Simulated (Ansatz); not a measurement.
Run report: Al4As4H, geometry relaxation (part 1 of 4)

System: Al4As4H (slab, 9 atoms in the cell).
Method: DFT PBEsol, scalar-relativistic, plane waves, PAW, spin-polarised (Ansatz 0.2.0).

The structure derives from an entry of the Crystallography Open Database. The input holds or restrains some coordinates. Forces given for the steps count only the free coordinates. It belongs to a series of runs on one base structure; here: H put at a hollow Al-As-Al site.

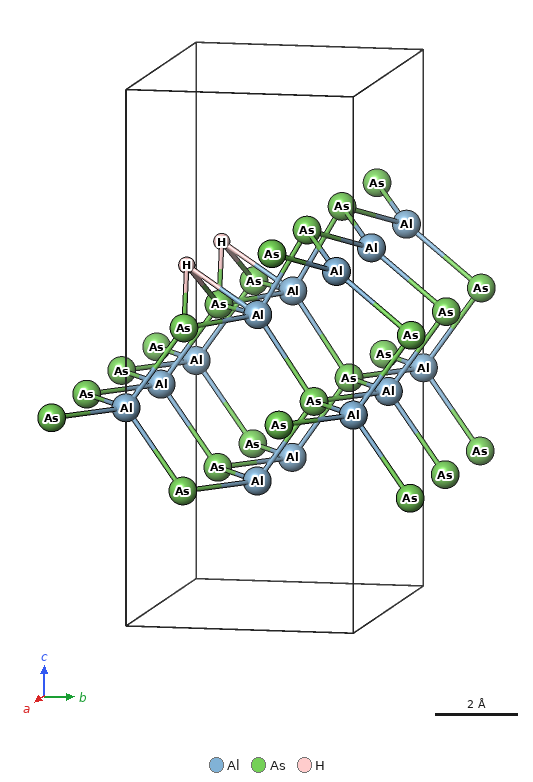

*The structure as given in the input (ball-and-stick view of the 2 × 1 repeat of the cell, with the vacuum cut short, seen slightly off an axis; bonded neighbours outside the cell are drawn too). An atom can appear more than once, as a periodic image.*

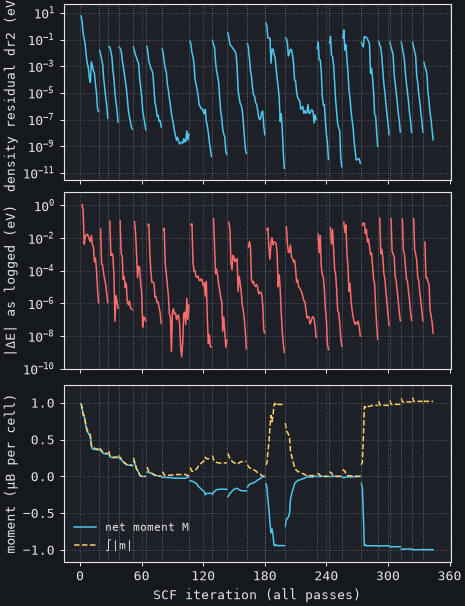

*Convergence of the self-consistent field: density residual dr2, size of the energy change and magnetic moment against the SCF iteration. The dotted lines part the SCF passes of the relaxation: geometry steps, rejected trials and re-solves on a re-selected basis.*

The 22 passes take 9 to 31 iterations each, 344 in all. The net moment goes from 1.0 to −1.0 μB per cell.

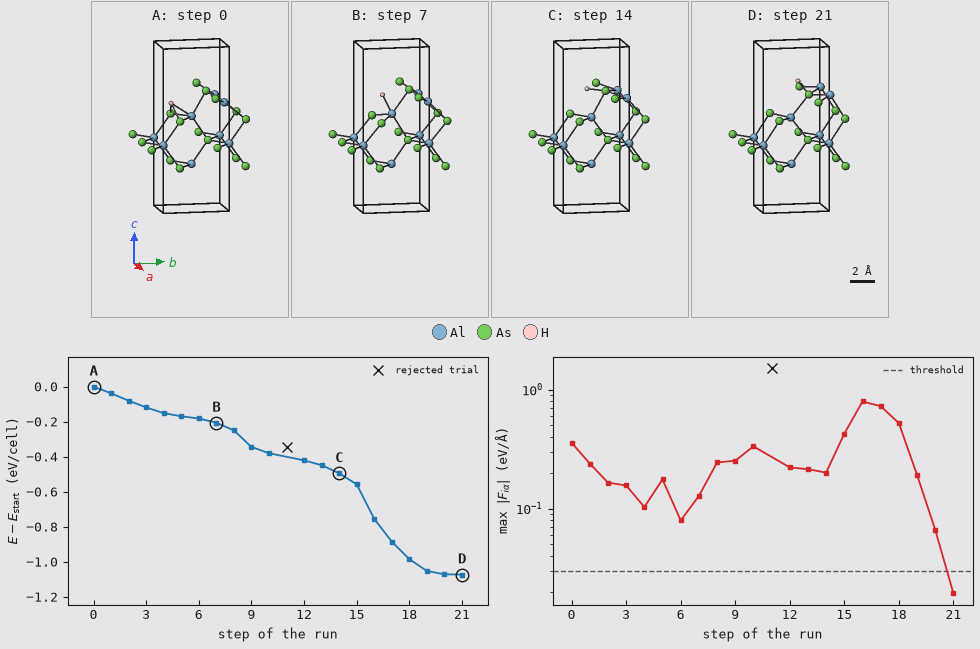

*Frames of the restrained relaxation (ball-and-stick view of the cell of the calculation, with the vacuum cut short, with bonded neighbours outside it, seen slightly off an axis) above the curves, on which the letters mark them (the first geometry is step 0 here and step 1 in the log).*

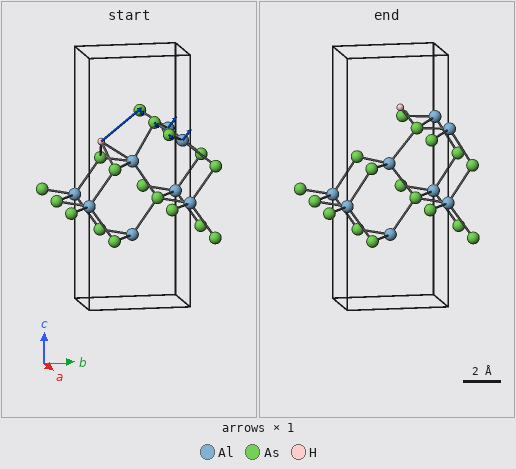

*Before (left) and after (right) the restrained relaxation, at one scale (ball-and-stick view of the cell of the calculation, with the vacuum cut short, with bonded neighbours outside it, seen slightly off an axis). The blue arrows give the displacements, at true length.*

Over 21 geometry steps the energy falls by 1.072 eV per cell of the calculation. The largest force component goes from 0.36 to 0.019 eV/Å. The line search rejected the trial step at point 11 (counted from 0) and went back. H9 moves most: 2.95 Å. By element the largest moves are H 2.95 Å, Al 0.80 Å, As 0.41 Å. The lattice vectors keep their values. Distances before and after: As6–H9 2.391 → 4.156 Å, As8–H9 3.152 → 1.523 Å, Al5–H9 2.120 → 3.185 Å, As4–Al5 2.524 → 2.466 Å. New bonds form: As8–H9 (3.15 → 1.52 Å). Among the angles that change: Al5–As8–Al7 89.7° → 116.2°, As6–Al7–As8 123.7° → 102.4°, Al3–As6–Al7 93.3° → 114.5°. (Atoms are counted from 1 in the order of the input.)

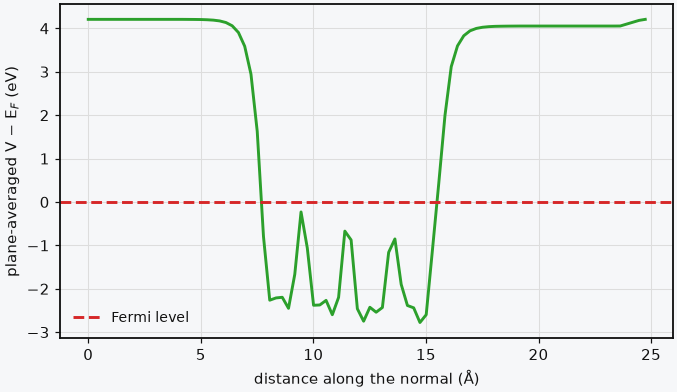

*Plane average of the electrostatic potential energy of an electron across the cell, from the Fermi level.*

The vacuum level lies 4.05 eV above the Fermi level on the upper side and 4.21 eV on the lower.

The input that produced these results follows, with the program's output.

### The input
```yaml
crystal:
  lattice:
    - [4.0125456554, 0.0, 0.0]
    - [0.0, 5.6745964856, 0.0]
    - [0.0, 0.0, 25.0188184832]
  atoms:
    - { symbol: Al, position: [0.5, 0.5, 0.3397442611] }
    - { symbol: As, position: [0.0, 0.25, 0.3397442611] }
    - { symbol: Al, position: [0.0, 0.0, 0.4199348117] }
    - { symbol: As, position: [0.5, 0.75, 0.4199348117] }
    - { symbol: Al, position: [0.5, 0.5024042782, 0.503742248] }
    - { symbol: As, position: [0.0, 0.2548787284, 0.5003932205] }
    - { symbol: Al, position: [0.0, -0.0743761791, 0.5609226284] }
    - { symbol: As, position: [0.5, 0.7192183209, 0.5886095299] }
    - { symbol: H, position: [0.5, 0.1901553209, 0.5502384133], spin: 1.0 }
basis:
  ecutwfc: 420
kpoints:
  mp_grid: { grid: [7, 5, 1] }
hamiltonian:
  xc: pbesol
scf:
  occupations: { method: gaussian, width: 0.05 }
output:
  forces: true
  eigenvalues: true
  populations: true
magnetization:
  spin_polarized: true
relax:
  adjacent_minimum: "off"
  f_tol: 0.03
  max_steps: 70
  constraints: [{ sites: [0, 1, 2, 3] }]
efield:
  axis: 3
  dipole_correction: true
  ramp_width: 0.04
```

Launched with:
```bash
ansatz run input.yaml --threads 2 --pin off --max-ram 5120MiB --backend cpu --events-out ev --progress --plain --runs-dir out
```

### What the program printed
```
Engine: ansatz 0.2.0, x86_64-unknown-linux-gnu
Pseudopotentials: kind: paw
Pseudopotential: Al, paw, valence charge 3, recommended cutoff 420 eV (normal), Al.paw.azcp
Pseudopotential: As, paw, valence charge 15, recommended cutoff 420 eV (normal), As.paw.azcp
Pseudopotential: H, paw, valence charge 1, recommended cutoff 420 eV (normal), H.paw.azcp
Functional definition: PBEsol
  exchange = pbesol_x
  correlation = pbesol_c
Crystal: 9 atoms, lattice volume = 569.668 Å³
Basis set: ecut = 420 eV, 11205 PW (Γ), exchange–correlation on 54×80×360 points (8 copies of the dense FFT grid, shifted against one another)
Bands: 46, of which v1, the nominal top of the filled ones, is band 37 counted from 1 (36 counted from 0)
Symmetry: 2 space group operations
k-points: 12 of 35 (time reversal used)
Non-local potential: Al, projectors of the file, l = 0: 2, l = 1: 2, l = 2: 1
Non-local potential: As, projectors of the file, l = 0: 2, l = 1: 2, l = 2: 3, l = 3: 1
Non-local potential: H, projectors of the file, l = 0: 2, l = 1: 1
PAW form: soft (Blöchl's): semilocal exchange-correlation on the pseudo side does not see the compensation charge
PAW frozen core: Al, regenerated for the run's functional, and the local potential with it (the file was generated under x = pbe(κ = 0.804, μ = 0.2195149727645171), c = pbe(β = 0.06672455060314922))
PAW frozen core: As, regenerated for the run's functional, and the local potential with it (the file was generated under x = pbe(κ = 0.804, μ = 0.2195149727645171), c = pbe(β = 0.06672455060314922))
PAW one-centre angular grid: Al, 110 points (default); XC on 64 Gauss nodes
PAW one-centre angular grid: As, 590 points (default); XC on 64 Gauss nodes
PAW one-centre angular grid: H, 110 points (default); XC on 64 Gauss nodes
Initial density: superposition of atomic densities (neutral atoms: chi_scale 0, normalization atom)
Starting moments: Σ|m| = 1 μB on 1 of 9 sites
Initial wavefunctions: pseudopotential atomic-orbital guess
Functional: x = pbesol(κ = 0.804, μ = 0.12345679012345678), c = pbesol(β = 0.046)
SCF iter   1: F=—  HF=-21366.081586 eV  |F-HF|=—  |Δ(HF+E_count)|=         —  Δρ=1.18e-2 (↑1.18e-2 ↓1.14e-2)  dr2=5.98e0  dr2_m=2.77e-2  M=0.986 μB ∫|m|=0.992 μB  β_m=0.30  ethr=3.10e-3  p=0.000 e·Å  D=4.05e-7 V/Å  ΔV_dip=-0.00 eV  dr2_dipole=4.66e-2  V_vac-E_F(+/−)=6.30/6.30 eV  ⟨swp⟩=8.9  Hψ=4945  notcnv=0  defer=5
efield: sawtooth ramp at fractional position 0.9442 (placed from the atoms, in the widest stretch of the axis that holds none; the zero of the levels goes with the place), width 0.0400; the density the first Hamiltonian is built on has a dipole p = 0.000 e·Å; the dipole correction subtracts the counter field D = 4.05e-7 V/Å, which shifts the + side's vacuum level by -0.00 eV against the − side's; the planar-averaged density in the ramp window peaks in size at 3.9e-7 e/Å³
preconditioner: auto → Resta (q_TF=auto, 1.937 Å⁻¹)  ε∞=2.2  [insulator: Δε(μ)=0.091 eV  Ē_g=8.288 eV  σ=0.050 eV  W_gap=0.73  n_scr=70 (ndim 8)  ℏωp=8.9 eV  f_vac=0.604  D(μ)=0.69/eV (n_scr^D=2)  ε∞_Penn≈2.2  vacuum switching on, ρ_ref=5.0e-3 e/Å³]
spin=Collinear: Resta preconditioning applied to the charge; magnetization (m = ρ↑ − ρ↓) channel mixes plain (no charge-response kernel on spin).
SCF iter   2: F=—  HF=-21364.950995 eV  |F-HF|=—  |Δ(HF+E_count)|=    1.13e0  Δρ=7.74e-3 (↑7.60e-3 ↓7.74e-3)  dr2=2.04e0  dr2_m=2.55e-2  M=0.924 μB ∫|m|=0.931 μB  β_m=0.30  ethr=3.10e-3  p=-0.079 e·Å  D=-2.52e-2 V/Å  ΔV_dip=0.63 eV  dr2_dipole=4.29e-3  V_vac-E_F(+/−)=5.78/5.15 eV  ⟨swp⟩=3.0  Hψ=1724  notcnv=0  defer=83  κ⁻¹=1.0e0(r=1)
SCF iter   3: F=—  HF=-21364.480164 eV  |F-HF|=—  |Δ(HF+E_count)|=   4.71e-1  Δρ=4.22e-3 (↑3.58e-3 ↓4.22e-3)  dr2=2.96e-1  dr2_m=2.80e-2  M=0.831 μB ∫|m|=0.842 μB  β_m=0.30  ethr=2.79e-3  p=-0.035 e·Å  D=-1.11e-2 V/Å  ΔV_dip=0.28 eV  dr2_dipole=1.31e-2  V_vac-E_F(+/−)=4.90/4.62 eV  ⟨swp⟩=3.0  Hψ=1561  notcnv=0  defer=83  κ⁻¹=1.6e-1(r=2)
SCF iter   4: F=—  HF=-21364.475941 eV  |F-HF|=—  |Δ(HF+E_count)|=   4.22e-3  Δρ=2.94e-3 (↑2.67e-3 ↓2.94e-3)  dr2=1.13e-1  dr2_m=2.10e-2  M=0.821 μB ∫|m|=0.831 μB  β_m=0.30  ethr=4.05e-4  p=-0.070 e·Å  D=-2.22e-2 V/Å  ΔV_dip=0.56 eV  dr2_dipole=1.58e-2  V_vac-E_F(+/−)=4.81/4.26 eV  ⟨swp⟩=2.6  Hψ=1495  notcnv=0  defer=85  κ⁻¹=2.8e-2(r=3)
SCF iter   5: F=—  HF=-21364.487630 eV  |F-HF|=—  |Δ(HF+E_count)|=   1.17e-2  Δρ=2.12e-3 (↑1.97e-3 ↓2.12e-3)  dr2=4.08e-2  dr2_m=1.87e-2  M=0.739 μB ∫|m|=0.753 μB  β_m=0.30  ethr=1.55e-4  p=-0.019 e·Å  D=-6.16e-3 V/Å  ΔV_dip=0.15 eV  dr2_dipole=8.54e-3  V_vac-E_F(+/−)=4.56/4.41 eV  ⟨swp⟩=2.9  Hψ=1481  notcnv=0  defer=85  κ⁻¹=2.6e-3(r=4)
SCF iter   6: F=—  HF=-21364.503675 eV  |F-HF|=—  |Δ(HF+E_count)|=   1.60e-2  Δρ=1.92e-3 (↑1.92e-3 ↓1.90e-3)  dr2=6.05e-3  dr2_m=1.78e-2  M=0.661 μB ∫|m|=0.679 μB  β_m=0.30  ethr=5.58e-5  p=-0.038 e·Å  D=-1.22e-2 V/Å  ΔV_dip=0.30 eV  dr2_dipole=3.45e-4  V_vac-E_F(+/−)=4.53/4.22 eV  ⟨swp⟩=2.2  Hψ=1362  notcnv=0  defer=85  κ⁻¹=1.9e-3(r=5)
SCF iter   7: F=—  HF=-21364.520727 eV  |F-HF|=—  |Δ(HF+E_count)|=   1.71e-2  Δρ=1.70e-3 (↑1.67e-3 ↓1.70e-3)  dr2=1.67e-3  dr2_m=1.46e-2  M=0.607 μB ∫|m|=0.628 μB  β_m=0.30  ethr=8.29e-6  p=-0.032 e·Å  D=-1.02e-2 V/Å  ΔV_dip=0.25 eV  dr2_dipole=1.13e-4  V_vac-E_F(+/−)=4.48/4.23 eV  ⟨swp⟩=2.0  Hψ=1550  notcnv=0  defer=84  κ⁻¹=1.4e-4(r=6)
SCF iter   8: F=—  HF=-21364.533741 eV  |F-HF|=—  |Δ(HF+E_count)|=   1.30e-2  Δρ=1.40e-3 (↑1.40e-3 ↓1.39e-3)  dr2=8.04e-4  dr2_m=1.02e-2  M=0.589 μB ∫|m|=0.609 μB  β_m=0.30  ethr=2.29e-6  p=-0.031 e·Å  D=-9.71e-3 V/Å  ΔV_dip=0.24 eV  dr2_dipole=1.45e-4  V_vac-E_F(+/−)=4.45/4.21 eV  ⟨swp⟩=2.5  Hψ=1432  notcnv=0  defer=84  κ⁻¹=1.9e-5(r=7)
SCF iter   9: F=—  HF=-21364.542173 eV  |F-HF|=—  |Δ(HF+E_count)|=   8.43e-3  Δρ=1.19e-3 (↑1.18e-3 ↓1.19e-3)  dr2=1.32e-4  dr2_m=7.32e-3  M=0.565 μB ∫|m|=0.586 μB  β_m=0.30  ethr=1.10e-6  p=-0.033 e·Å  D=-1.04e-2 V/Å  ΔV_dip=0.26 eV  dr2_dipole=9.95e-6  V_vac-E_F(+/−)=4.45/4.18 eV  ⟨swp⟩=2.4  Hψ=1473  notcnv=0  defer=83  κ⁻¹=9.2e-6(r=8)
SCF iter  10: F=—  HF=-21364.548198 eV  |F-HF|=—  |Δ(HF+E_count)|=   6.03e-3  Δρ=1.02e-3 (↑1.01e-3 ↓1.02e-3)  dr2=6.10e-5  dr2_m=5.39e-3  M=0.542 μB ∫|m|=0.562 μB  β_m=1.20  ethr=1.81e-7  p=-0.031 e·Å  D=-9.95e-3 V/Å  ΔV_dip=0.25 eV  dr2_dipole=4.50e-6  V_vac-E_F(+/−)=4.44/4.19 eV  ⟨swp⟩=3.0  Hψ=1636  notcnv=0  defer=83
Mixer restart at iter 10: flushing history
spin-set hold released at iteration 10 (site moments contracting): the magnetisation degrees of freedom join the quasi-Newton model from the next iteration; the mixer history was flushed
SCF iter  11: F=—  HF=-21364.562655 eV  |F-HF|=—  |Δ(HF+E_count)|=   1.45e-2  Δρ=7.79e-4 (↑7.79e-4 ↓6.92e-4)  dr2=2.11e-3  dr2_m=2.70e-3  M=0.406 μB ∫|m|=0.429 μB  β_m=1.20  ethr=8.36e-8  p=-0.032 e·Å  D=-1.02e-2 V/Å  ΔV_dip=0.25 eV  dr2_dipole=2.60e-4  V_vac-E_F(+/−)=4.45/4.19 eV  ⟨swp⟩=4.6  Hψ=2086  notcnv=0  defer=83  κ⁻¹=1.0e0(r=1)
density mixer auto → broyden: no gap read (density of states about μ 0.58 of a free-electron gas's, 70 screened modes)
SCF iter  12: F=—  HF=-21364.566873 eV  |F-HF|=—  |Δ(HF+E_count)|=   4.22e-3  Δρ=5.52e-4 (↑5.52e-4 ↓5.19e-4)  dr2=1.11e-3  dr2_m=1.38e-3  M=0.375 μB ∫|m|=0.397 μB  β_m=1.20  ethr=8.36e-8  p=-0.029 e·Å  D=-9.17e-3 V/Å  ΔV_dip=0.23 eV  dr2_dipole=1.94e-5  V_vac-E_F(+/−)=4.43/4.20 eV  ⟨swp⟩=3.2  Hψ=2067  notcnv=0  defer=83  κ⁻¹=2.5e-1(r=2)
SCF iter  13: F=—  HF=-21364.569842 eV  |F-HF|=—  |Δ(HF+E_count)|=   2.97e-3  Δρ=1.25e-4 (↑1.16e-4 ↓1.25e-4)  dr2=4.54e-4  dr2_m=2.23e-5  M=0.366 μB ∫|m|=0.381 μB  β_m=1.20  ethr=8.36e-8  p=-0.031 e·Å  D=-9.92e-3 V/Å  ΔV_dip=0.25 eV  dr2_dipole=9.66e-7  V_vac-E_F(+/−)=4.40/4.15 eV  ⟨swp⟩=3.8  Hψ=2305  notcnv=0  defer=83  κ⁻¹=1.9e-1(r=3)
SCF iter  14: F=—  HF=-21364.570195 eV  |F-HF|=—  |Δ(HF+E_count)|=   3.52e-4  Δρ=1.88e-4 (↑1.88e-4 ↓1.51e-4)  dr2=2.95e-4  dr2_m=1.20e-4  M=0.370 μB ∫|m|=0.385 μB  β_m=1.20  ethr=8.36e-8  p=-0.032 e·Å  D=-1.01e-2 V/Å  ΔV_dip=0.25 eV  dr2_dipole=1.82e-5  V_vac-E_F(+/−)=4.40/4.15 eV  ⟨swp⟩=2.5  Hψ=1529  notcnv=0  defer=76  κ⁻¹=2.4e-2(r=4)
SCF iter  15: F=—  HF=-21364.570799 eV  |F-HF|=—  |Δ(HF+E_count)|=   6.04e-4  Δρ=7.21e-5 (↑7.21e-5 ↓4.36e-5)  dr2=4.48e-5  dr2_m=1.10e-5  M=0.366 μB ∫|m|=0.379 μB  β_m=1.20  ethr=8.36e-8  p=-0.032 e·Å  D=-1.01e-2 V/Å  ΔV_dip=0.25 eV  dr2_dipole=3.35e-6  V_vac-E_F(+/−)=4.39/4.14 eV  ⟨swp⟩=2.7  Hψ=1515  notcnv=0  defer=76  κ⁻¹=4.7e-3(r=5)
SCF iter  16: F=—  HF=-21364.570907 eV  |F-HF|=—  |Δ(HF+E_count)|=   1.08e-4  Δρ=2.04e-5 (↑1.79e-5 ↓2.04e-5)  dr2=9.37e-6  dr2_m=4.48e-8  M=0.362 μB ∫|m|=0.374 μB  β_m=1.20  ethr=3.08e-8  p=-0.032 e·Å  D=-1.01e-2 V/Å  ΔV_dip=0.25 eV  dr2_dipole=5.79e-7  V_vac-E_F(+/−)=4.39/4.13 eV  ⟨swp⟩=16.3  Hψ=5736  notcnv=0  κ⁻¹=7.0e-4(r=6)
SCF iter  17: F=—  HF=-21364.570914 eV  |F-HF|=—  |Δ(HF+E_count)|=   7.22e-6  Δρ=1.00e-5 (↑8.96e-6 ↓1.00e-5)  dr2=6.69e-7  dr2_m=3.71e-7  M=0.361 μB ∫|m|=0.372 μB  β_m=1.20  ethr=1.28e-8  p=-0.032 e·Å  D=-1.02e-2 V/Å  ΔV_dip=0.25 eV  dr2_dipole=2.21e-8  V_vac-E_F(+/−)=4.39/4.13 eV  ⟨swp⟩=6.7  Hψ=3415  notcnv=0  κ⁻¹=1.8e-4(r=7)
SCF iter  18: F=-21364.570915 eV  HF=-21364.570915 eV  |F-HF|=1.09e-7  |Δ(HF+E_count)|=   1.11e-6  Δρ=3.43e-6 (↑3.43e-6 ↓3.26e-6)  dr2=3.96e-7  dr2_m=1.11e-8  M=0.362 μB ∫|m|=0.374 μB  ethr=9.16e-10  p=-0.032 e·Å  D=-1.02e-2 V/Å  ΔV_dip=0.25 eV  dr2_dipole=3.14e-8  V_vac-E_F(+/−)=4.39/4.13 eV  ⟨swp⟩=5.5  Hψ=3069  notcnv=0
SCF 1 converged in 18 iterations: F = -21364.570915 eV  dr2 = 3.96e-7
  greatest PAW one-centre occupation: 0.999 electrons in one spin orbital (limit 2), on the As atom at site 5 (counted from 0), in its partial waves of l = 2
relax step   1: F+E_penalty+E_count = -21364.57091536 eV  Δ(F+E_penalty+E_count) = +0.000e0 eV  max|allowed force component| = 3.570e-1 eV/Å  Δτ_max = 0.0000 Å  (18 SCF iters, dr2 threshold 2.25e-5 eV, accepted)
Initial density: handed on by an earlier stage of this run
Starting moments: Σ|m| = 1 μB on 1 of 9 sites; this step starts from the density that it was given
Initial wavefunctions: those handed on with the density
iter 1 solved again at ethr=2.09e-5 eV; its pass at ethr=3.10e-3 eV (dr2=1.52e-2 eV) is discarded
```
